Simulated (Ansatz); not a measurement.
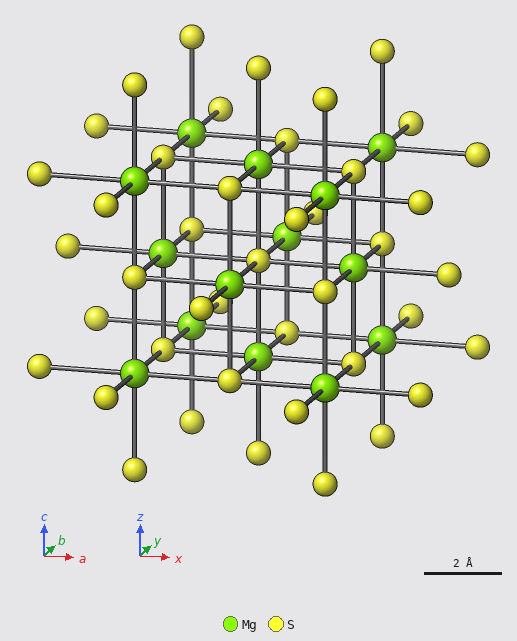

A scan of crystalline MgS (Fm-3m): the cell is strained equally along x and y and separately along z, with the atoms kept at their fractional coordinates. x, y and z are the Cartesian axes of the input. The picture shows the reference cell. A ball-and-stick model of the conventional cell (4 times the calculation's cell), seen slightly off an axis. Lengths and directions refer to the drawn axes.

Theory: Ansatz 0.2.0, DFT PBEsol, scalar-relativistic, plane waves, PAW. Settings: plane-wave cutoff 420 eV; k-point mesh 8 × 8 × 8; occupations gaussian; smearing width 0.05 eV; no spin polarisation. Energies (free energies at the smearing named) are counted from the cell as listed in its source, which wasn't relaxed.

Input
```yaml
crystal:
  lattice:
    - [0.0, 2.60165, 2.60165]
    - [2.60165, 0.0, 2.60165]
    - [2.60165, 2.60165, 0.0]
  atoms:
    - { symbol: Mg, position: [0.0, 0.0, 0.0] }
    - { symbol: S, position: [0.5, 0.5, 0.5] }
basis:
  ecutwfc: 420
kpoints:
  mp_grid: { grid: [8, 8, 8] }
hamiltonian:
  xc: pbesol
scf:
  occupations: { method: gaussian, width: 0.05 }
output:
  forces: true
  stress: true
  eigenvalues: true
```

Launched with:
```bash
ansatz run input.yaml --threads 1 --pin off --max-ram 1228MiB --backend cpu --events-out ev --progress --plain --runs-dir out
```

> Give the energy at each point on a grid with rows −0.030, −0.015, 0.000, 0.015, 0.030 and columns −0.030, −0.015, 0.000, 0.015, 0.030 (strain along x and y; strain along z).

Rows: strain along x and y; columns: strain along z; values in meV/atom.

```
        −0.030  −0.015  0.000  0.015  0.030
−0.030    27.4    18.6   14.2   13.5   16.0
−0.015    10.8     4.1    1.7    3.0    7.3
 0.000     5.0     0.3    0.0    3.2    9.4
 0.015     8.2     5.7    7.4   12.6   20.7
 0.030    19.2    18.8   22.5   29.7   39.7
```

In pairs of (strain along x and y; strain along z): the lowest computed point lies at (0.000, 0.000) (0.0 meV/atom), the highest at (0.030, 0.030) (39.7 meV/atom). The valley is tilted: raising the in-plane strain is made harder by raising the strain along z (cross term 0.35 of the geometric mean of the two curvatures). Over the ranges scanned the energy rises more along the first axis, the in-plane strain. The pressure runs from −6.4 GPa at (0.030, 0.030) to 7.3 GPa at (−0.030, −0.030).
